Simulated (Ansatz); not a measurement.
# Zn: geometry relaxation (part 1 of 2)

The run: geometry relaxation of Zn (P6₃/mmc, 2 atoms in the cell). Method and program: DFT PBEsol, scalar-relativistic, plane waves, PAW, no spin polarisation (Ansatz 0.2.0).

The structure derives from an entry of the Crystallography Open Database. Figures and captions count atoms from 1; the log counts them from 0 in places.

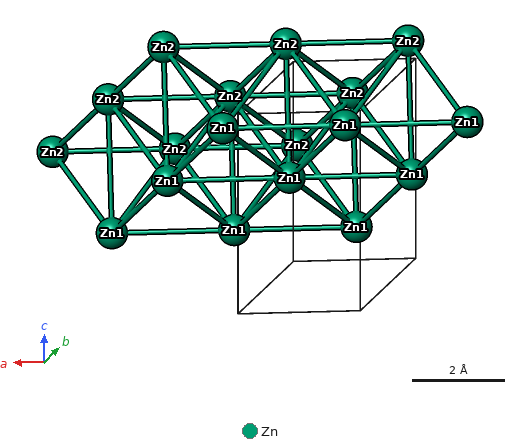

Figure 1. The structure as given in the input (ball-and-stick view of the cell of the calculation, repeated 3 × 3 × 1, seen at an oblique angle; atoms are numbered from 1 in the order of the input).

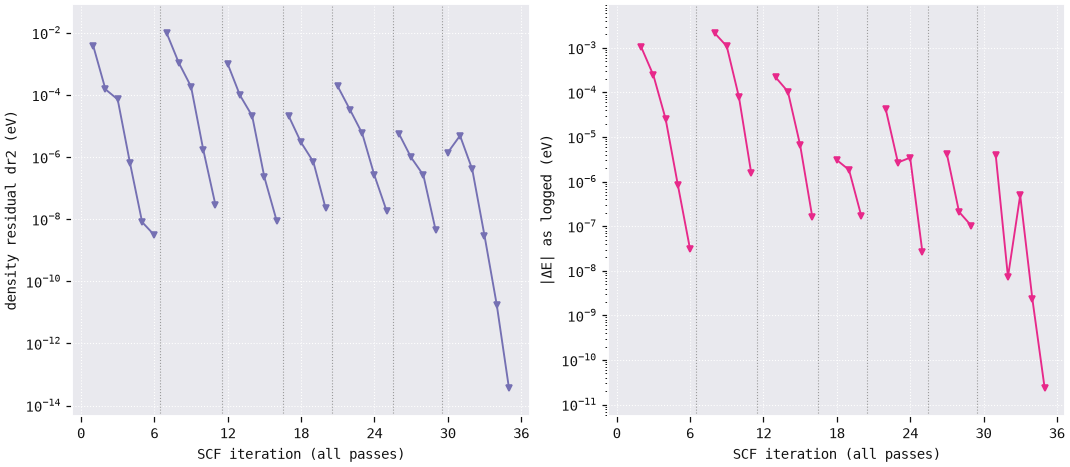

Figure 2. Convergence of the self-consistent field: density residual dr2 and size of the energy change against the SCF iteration. The dotted lines part the SCF passes of the relaxation: geometry steps, rejected trials and re-solves on a re-selected basis. The 7 passes take 4 to 6 iterations each, 35 in all.

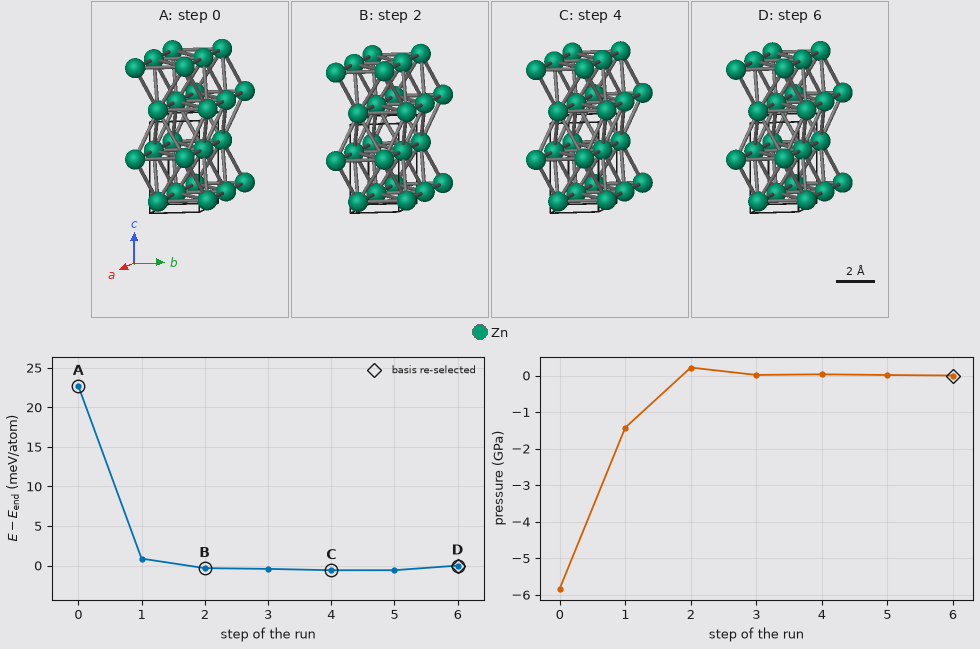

Figure 3. Frames of the relaxation (ball-and-stick view of the cell of the calculation, repeated 3 × 2 × 2, seen slightly off an axis) above the curves, on which the letters mark them (the first geometry is step 0 here and step 1 in the log).

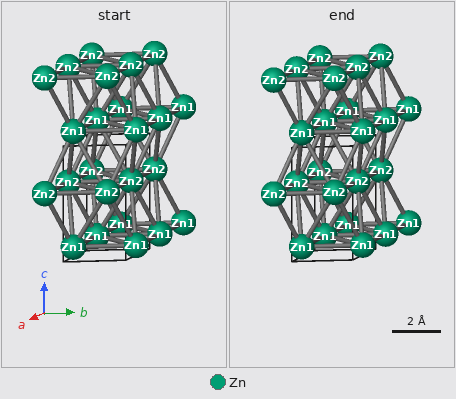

Figure 4. Before (left) and after (right) the relaxation, at one scale (ball-and-stick view of the cell of the calculation, repeated 3 × 2 × 2, seen slightly off an axis). Over 5 geometry steps the energy falls by 23.3 meV per atom. All forces vanish by symmetry, so only the cell relaxes. Pressure: −5.83 GPa at the start and 0.00 GPa at the end. No atom moves by more than 0.005 Å relative to the cell. Cell: a = b 2.670 → 2.593 Å (−2.9 %), c 4.966 → 4.895 Å (−1.4 %). Volume −7.1 %. Among the contacts that change: Zn1–Zn1 2.670 → 2.593 Å, Zn1–Zn2 2.923 → 2.869 Å. The space group stays P6_3/mmc (No. 194). A last SCF at the same geometry on a re-selected plane-wave basis shifts the energy by +0.6 meV per atom. (Atoms are counted from 1 in the order of the input.)

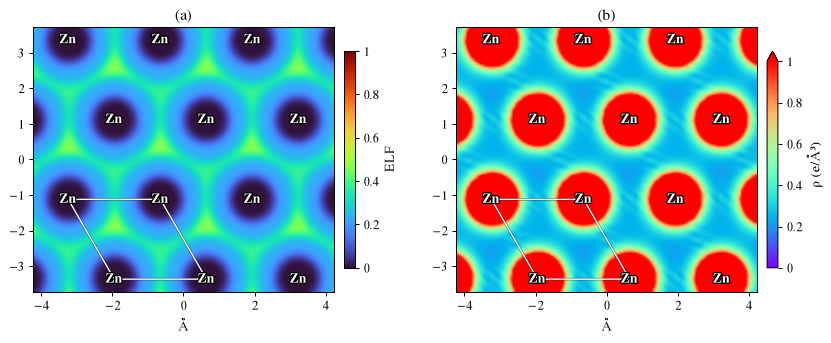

Figure 5. (a) electron localisation function; (b) valence electron density on the (001) plane of the conventional cell. The plane passes through Zn nuclei. Zn–Zn (2.59 Å): ρ is about 0.3 e/Å³ halfway, with its minimum of 0.26 e/Å³ about 1.2 Å from Zn; the ELF is about 0.35 at the midpoint, which marks nearly free electrons, as in a simple metal. Away from the nuclei the density in this plane falls to 0.22 e/Å³ at its lowest. In a PAW calculation such maps are meaningful between the atoms, not at the nuclei.

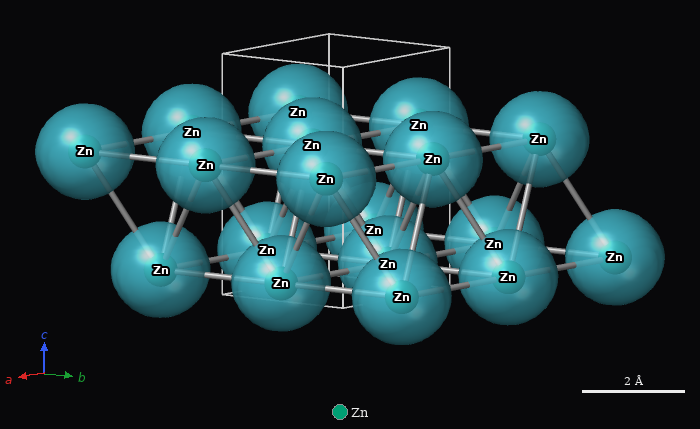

Figure 6. Isosurface of the valence electron density at 0.4 e/Å³ (cyan), seen at an oblique angle. Sticks mark near contacts. The outline is the cell set on symmetry axes. At this value the density breaks into separate islands; it holds about 80 % of the electrons treated as valence. It is pinched off along the Zn–Zn (2.59 Å) and Zn–Zn (2.87 Å) contacts. On the grid the lowest density along these lines, outside the cores, is 0.27 e/Å³ (Zn–Zn, 2.59 Å) and 0.17 e/Å³ (Zn–Zn, 2.87 Å).

These pictures come from the run below.

Input
```yaml
crystal:
  lattice:
    - [2.67, 0.0, 0.0]
    - [-1.335, 2.3122878281, 0.0]
    - [0.0, 0.0, 4.966]
  atoms:
    - { symbol: Zn, position: [0.3333333333, 0.6666666667, 0.25] }
    - { symbol: Zn, position: [0.6666666667, 0.3333333333, 0.75] }
basis:
  ecutwfc: 420
kpoints:
  mp_grid: { grid: [18, 18, 8] }
hamiltonian:
  xc: pbesol
scf:
  occupations: { method: gaussian, width: 0.1 }
output:
  forces: true
  stress: true
  eigenvalues: true
  write_density: true
  write_potential: true
  elf: true
  volumetric_format: npy
relax:
  adjacent_minimum: "off"
  f_tol: 0.005
  max_steps: 80
  cell: { stress_tol: 0.05 }
```

Command:
```bash
ansatz run input.yaml --threads 1 --pin off --max-ram 2560MiB --backend cpu --events-out ev --progress --plain --runs-dir out
```

What the program printed
```
Engine: ansatz 0.2.0, x86_64-unknown-linux-gnu
Pseudopotentials: kind: paw
Pseudopotential: Zn, paw, valence charge 12, recommended cutoff 420 eV (normal), Zn.paw.azcp
Functional definition: PBEsol
  exchange = pbesol_x
  correlation = pbesol_c
Crystal: 2 atoms, lattice volume = 30.659 Å³
Basis set: ecut = 420 eV, 623 PW (Γ), exchange–correlation on 36×36×72 points (8 copies of the dense FFT grid, shifted against one another)
Bands: 16, of which v1, the nominal top of the filled ones, is band 12 counted from 1 (11 counted from 0)
Symmetry: 24 space group operations
Space group: P63/mmc (ITA 194), of the structure as read, at distance tolerance 3.1e-5 Å
k-points: 185 of 2592
Non-local potential: Zn, projectors of the file, l = 0: 2, l = 1: 2, l = 2: 3, l = 3: 1
PAW form: soft (Blöchl's): semilocal exchange-correlation on the pseudo side does not see the compensation charge
PAW frozen core: Zn, regenerated for the run's functional, and the local potential with it (the file was generated under x = pbe(κ = 0.804, μ = 0.2195149727645171), c = pbe(β = 0.06672455060314922))
PAW one-centre angular grid: Zn, 590 points (default); XC on 64 Gauss nodes
Initial density: superposition of atomic densities (neutral atoms: chi_scale 0, normalization atom), corrected by the library's trained network
Initial wavefunctions: pseudopotential atomic-orbital guess
Functional: x = pbesol(κ = 0.804, μ = 0.12345679012345678), c = pbesol(β = 0.046)
SCF iter   1: F=—  HF=-6561.768832 eV  |F-HF|=—  |Δ(HF+E_count)|=         —  Δρ=4.67e-3  dr2=3.82e-3  ethr=1.77e-3  ⟨swp⟩=5.0  Hψ=14632  notcnv=0
preconditioner: auto → none  [metal: Δε(μ)=0.026 eV  Ē_g=12.934 eV  σ=0.100 eV  W_gap=0.15  n_scr=4 (ndim 8)  ℏωp=32.9 eV  f_vac=0.000  D(μ)=0.51/eV (n_scr^D=2)  sad-step TF]
SCF iter   2: F=—  HF=-6561.767785 eV  |F-HF|=—  |Δ(HF+E_count)|=   1.05e-3  Δρ=7.50e-4  dr2=1.52e-4  ethr=1.59e-5  ⟨swp⟩=2.0  Hψ=6541  notcnv=0
SCF iter   3: F=—  HF=-6561.767541 eV  |F-HF|=—  |Δ(HF+E_count)|=   2.44e-4  Δρ=5.40e-4  dr2=7.18e-5  ethr=6.34e-7  ⟨swp⟩=2.0  Hψ=5151  notcnv=0
SCF iter   4: F=—  HF=-6561.767516 eV  |F-HF|=—  |Δ(HF+E_count)|=   2.56e-5  Δρ=7.63e-5  dr2=6.64e-7  ethr=2.99e-7  ⟨swp⟩=2.4  Hψ=5175  notcnv=0
iter 5 did not close the SCF: its close was put off for the readings that it lacked (scf_convergence_deferred on its scf_iter line)
SCF iter   5: F=-6561.767517 eV  HF=-6561.767517 eV  |F-HF|=2.36e-8  |Δ(HF+E_count)|=   8.49e-7  Δρ=9.78e-6  dr2=8.06e-9  ethr=2.77e-9  ⟨swp⟩=2.1  Hψ=5254  notcnv=0
SCF iter   6: F=-6561.767517 eV  HF=-6561.767517 eV  |F-HF|=2.51e-9  |Δ(HF+E_count)|=   3.05e-8  Δρ=4.40e-6  dr2=3.07e-9  ethr=3.36e-11  ⟨swp⟩=5.6  Hψ=18569  notcnv=0
SCF 1 converged in 6 iterations: F = -6561.767517 eV  dr2 = 3.07e-9
  greatest PAW one-centre occupation: 0.981 electrons in one spin orbital (limit 2), on the Zn atom at site 1 (counted from 0), in its partial waves of l = 2
relax step   1: F+E_penalty+E_count = -6561.76751677 eV  Δ(F+E_penalty+E_count) = +0.000e0 eV  max|allowed force component| = 7.401e-17 eV/Å  Δτ_max = 0.0000 Å  P = -5.830 GPa  Ω = 30.659 Å³  (6 SCF iters, dr2 threshold 1.00e-7 eV, accepted)
Crystal: 2 atoms, lattice volume = 28.780 Å³
Basis set: ecut = 420 eV, 563 PW (Γ), exchange–correlation on 36×36×72 points (8 copies of the dense FFT grid, shifted against one another)
Initial density: handed on by an earlier stage of this run
Initial wavefunctions: those handed on with the density
iter 1 solved again at ethr=3.93e-5 eV; its pass at ethr=3.10e-3 eV (dr2=9.43e-3 eV) is discarded
SCF iter   1: F=—  HF=-6561.814508 eV  |F-HF|=—  |Δ(HF+E_count)|=         —  Δρ=7.24e-3  dr2=9.94e-3  ethr=3.93e-5  ⟨swp⟩=1.8  Hψ=20659  notcnv=0
preconditioner: auto → none  [metal: Δε(μ)=0.025 eV  Ē_g=13.347 eV  σ=0.100 eV  W_gap=0.14  n_scr=4 (ndim 8)  ℏωp=33.9 eV  f_vac=0.000  D(μ)=0.48/eV (n_scr^D=2)]
SCF iter   2: F=—  HF=-6561.812335 eV  |F-HF|=—  |Δ(HF+E_count)|=   2.17e-3  Δρ=2.97e-3  dr2=1.08e-3  ethr=3.93e-5  ⟨swp⟩=2.0  Hψ=5839  notcnv=0
SCF iter   3: F=—  HF=-6561.811245 eV  |F-HF|=—  |Δ(HF+E_count)|=   1.09e-3  Δρ=8.70e-4  dr2=1.86e-4  ethr=4.52e-6  ⟨swp⟩=2.0  Hψ=5730  notcnv=0
SCF iter   4: F=—  HF=-6561.811167 eV  |F-HF|=—  |Δ(HF+E_count)|=   7.85e-5  Δρ=9.79e-5  dr2=1.72e-6  ethr=7.74e-7  ⟨swp⟩=2.4  Hψ=5589  notcnv=0
SCF iter   5: F=-6561.811168 eV  HF=-6561.811168 eV  |F-HF|=9.15e-8  |Δ(HF+E_count)|=   1.57e-6  Δρ=1.07e-5  dr2=2.83e-8  ethr=8.33e-10  ⟨swp⟩=11.0  Hψ=30239  notcnv=0
SCF 2 converged in 5 iterations: F = -6561.811168 eV  dr2 = 2.83e-8
  Residual-converged pass: ⟨swp⟩=1.0  Hψ=3707  notcnv=0  max |occ|·‖R‖ = 7.0e-9 eV (tolerance 1.0e-8 eV)  dr2=2.83e-8  dr2_onsite=1.30e-7  max |Δocc| = 8.2e-11
relax step   2: F+E_penalty+E_count = -6561.81116833 eV  Δ(F+E_penalty+E_count) = -4.365e-2 eV  max|allowed force component| = 1.850e-17 eV/Å  Δτ_max = 0.0000 Å  P = -1.425 GPa  Ω = 28.780 Å³  energy of the carried Pulay correction = +1.144e-3 eV  (5 SCF iters, dr2 threshold 2.00e-7 eV, accepted)
Crystal: 2 atoms, lattice volume = 28.267 Å³
iter 1 solved again at ethr=4.27e-6 eV; its pass at ethr=3.10e-3 eV (dr2=1.03e-3 eV) is discarded
SCF iter   1: F=—  HF=-6561.813911 eV  |F-HF|=—  |Δ(HF+E_count)|=         —  Δρ=2.33e-3  dr2=9.90e-4  ethr=4.27e-6  ⟨swp⟩=2.1  Hψ=19223  notcnv=0
preconditioner: auto → none  [metal: Δε(μ)=0.026 eV  Ē_g=13.541 eV  σ=0.100 eV  W_gap=0.15  n_scr=4 (ndim 8)  ℏωp=34.2 eV  f_vac=0.000  D(μ)=0.48/eV (n_scr^D=2)]
SCF iter   2: F=—  HF=-6561.813692 eV  |F-HF|=—  |Δ(HF+E_count)|=   2.19e-4  Δρ=8.94e-4  dr2=9.78e-5  ethr=4.12e-6  ⟨swp⟩=2.0  Hψ=4968  notcnv=0
SCF iter   3: F=—  HF=-6561.813587 eV  |F-HF|=—  |Δ(HF+E_count)|=   1.05e-4  Δρ=3.07e-4  dr2=2.11e-5  ethr=4.07e-7  ⟨swp⟩=2.0  Hψ=5149  notcnv=0
SCF iter   4: F=—  HF=-6561.813580 eV  |F-HF|=—  |Δ(HF+E_count)|=   6.67e-6  Δρ=3.36e-5  dr2=2.23e-7  ethr=8.80e-8  ⟨swp⟩=2.7  Hψ=4979  notcnv=0
SCF iter   5: F=-6561.813580 eV  HF=-6561.813580 eV  |F-HF|=1.59e-8  |Δ(HF+E_count)|=   1.59e-7  Δρ=6.20e-6  dr2=8.99e-9  ethr=8.33e-10  ⟨swp⟩=9.7  Hψ=24624  notcnv=0
SCF 3 converged in 5 iterations: F = -6561.813580 eV  dr2 = 8.99e-9
relax step   3: F+E_penalty+E_count = -6561.81358038 eV  Δ(F+E_penalty+E_count) = -2.412e-3 eV  max|allowed force component| = 2.035e-16 eV/Å  Δτ_max = 0.0000 Å  P = +0.220 GPa  Ω = 28.267 Å³  energy of the carried Pulay correction = +1.462e-3 eV  (5 SCF iters, dr2 threshold 2.00e-7 eV, accepted)
Crystal: 2 atoms, lattice volume = 28.349 Å³
iter 1 solved again at ethr=8.83e-8 eV; its pass at ethr=3.10e-3 eV (dr2=2.12e-5 eV) is discarded
```
